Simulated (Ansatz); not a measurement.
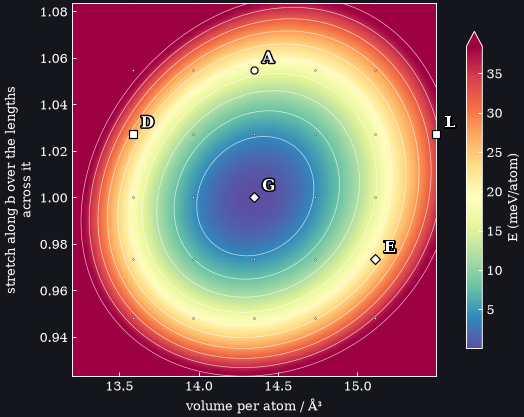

TiSi2 (Cmcm, No. 63; 6 atoms in the cell). The energy is mapped over volume and the cell's shape. First axis: volume per atom. Second axis: stretch along b over the lengths across it, relative to the relaxed cell. Nothing is relaxed (fractional coordinates fixed). Grid: 7 × 7 points. Points are written as (first, second). Energies: meV/atom, counted from the lowest grid point. Theory: Ansatz, DFT PBE, scalar-relativistic, plane waves, PAW. Settings: cutoff 520 eV, k-mesh 12×12×12, gaussian smearing 0.15 eV, no spin polarisation.

In the figure: a smooth colour map with a few white contour lines, dots at the grid points, one colour for all values above the top of the scale, lettered points. Between grid points the surface is interpolated.

Is D the lowest point of the computed grid?

Answer. No. D lies 27 meV/atom above the lowest grid point, which is at (14.348 Å³, 1.000).

What kind of point is each of A, D, E, G: minimum, saddle, maximum or slope?

Answer. A: on a slope; D: on a slope; E: on a slope; G: minimum. (In these two coordinates alone; a stationary point may lie a little off the grid point.)

Rank the lettered points by energy, lowest first.

Answer. G (0 meV/atom), A (18 meV/atom), E (22 meV/atom), D (27 meV/atom), L (35 meV/atom).

PAW datasets: the set soft_1.
